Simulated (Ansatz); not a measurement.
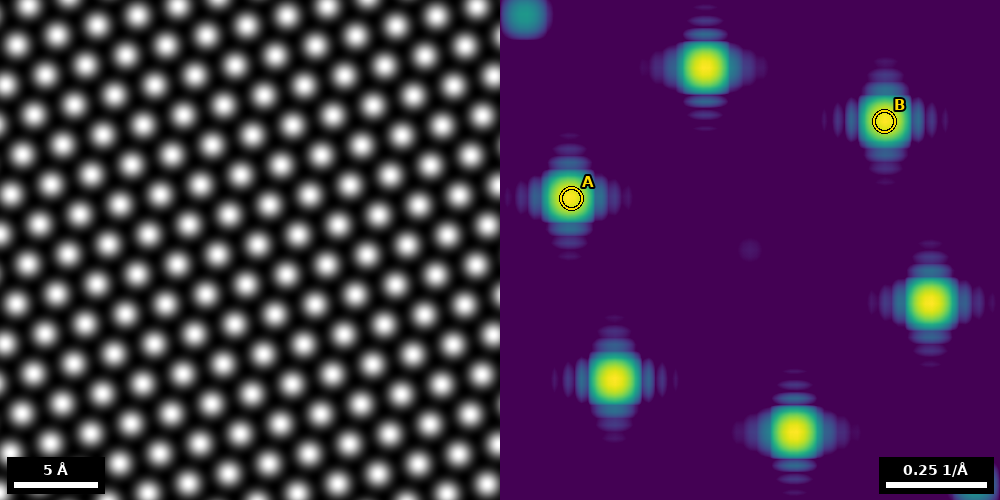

Dark-field STEM-like image of Rh (Im-3m, No. 229) along [111]. Simulated incoherent Z contrast: every atom adds Z^1.7 spread by a probe of 1.30 Å full width; channelling and multiple scattering are left out. Structure used: the end point of a relaxation with Ansatz 0.2.0, DFT, r2SCAN, plane waves (500 eV) with PAW, scalar-relativistic; the starting structure was generated, so it need not be a known form of this composition.

The right panel is the modulus of the image's Fourier transform on a logarithmic scale.

a = 3.046 Å, b = 3.046 Å, c = 3.046 Å, α = 90.00°, β = 90.00°, γ = 90.00°

### Index the marked spots and give their plane spacings (the zone axis points at the viewer; indices equivalent by symmetry, or all signs reversed, are as good).

A: (-1 1 0), d = 2.15 Å; B: (1 0 -1), d = 2.15 Å. A and B enclose 120°, and every spot obeys the zone law hu + kv + lw = 0 for [111].
